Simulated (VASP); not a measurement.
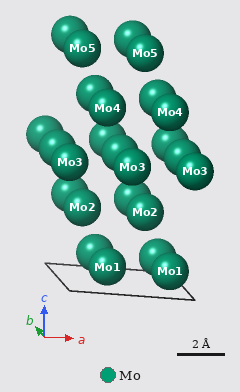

A slab of composition Mo, before the relaxation. A spheres-only model of the 2 × 2 repeat of the cell, outlined in the plane, without the vacuum, seen slightly off an axis.

The run lets the atoms move in a fixed cell. 2 atoms are held fixed.

These are results of Kohn-Sham DFT of a periodic cell, PBE, VASP PAW PBE potentials, recommended in VASP, not measurements.

The input:
```
SYSTEM = Mo
  PREC = Accurate
  ENCUT = 520
  EDIFF = 1E-6
  ISMEAR = 0
  SIGMA = 0.05
  LREAL = .False.
  LASPH = .True.
  NELM = 100
  ALGO = Normal
  ISIF = 2
  LWAVE = .False.
  LCHARG = .False.
  LDIPOL = .True.
  IDIPOL = 3
  DIPOL = 0.5 0.5 0.500
  GGA = PE
  IBRION = 2
  NSW = 60
  EDIFFG = -0.02
```

Run as
```bash
cat potpaw_PBE.64/Mo_sv/POTCAR > POTCAR
mpirun -np 1 vasp_std > vasp.out
```

The structure:
```
CELL_PARAMETERS angstrom
2.84964 0.00000 0.00000
-1.42482 2.46786 0.00000
0.00000 0.00000 24.30689
ATOMIC_POSITIONS crystal
Mo 0.66667 0.33333 0.30855
Mo 0.33333 0.66667 0.40428
Mo 0.00000 0.00000 0.50000
Mo 0.66667 0.33333 0.59572
Mo 0.33333 0.66667 0.69145
```

Predict the outcome.

After 8 geometry steps the energy has fallen by 12.2 meV per cell of the calculation. The largest force component goes from 0.14 to 0.12 eV/Å. The atom that moves furthest is Mo5 (0.11 Å along the normal (−c)). The cell stays as it was. Near-neighbour distances that change, for instance: Mo2–Mo3 2.850 → 2.814 Å, Mo4–Mo5 2.850 → 2.832 Å.

History of the run:

```
step  E − E(0), meV/atom  largest force component, eV/Å
   0                0.00                         0.1430
   1               -0.28                         0.1383
   2               -0.94                         0.1227
   3               -1.48                         0.2334
   4               -1.73                         0.1861
   5               -2.04                         0.0996
   6               -2.07                         0.1410
   7               -2.25                         0.1081
   8               -2.43                         0.1246
```

The end point in the same view:

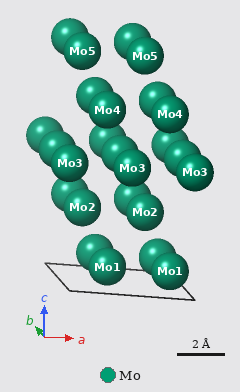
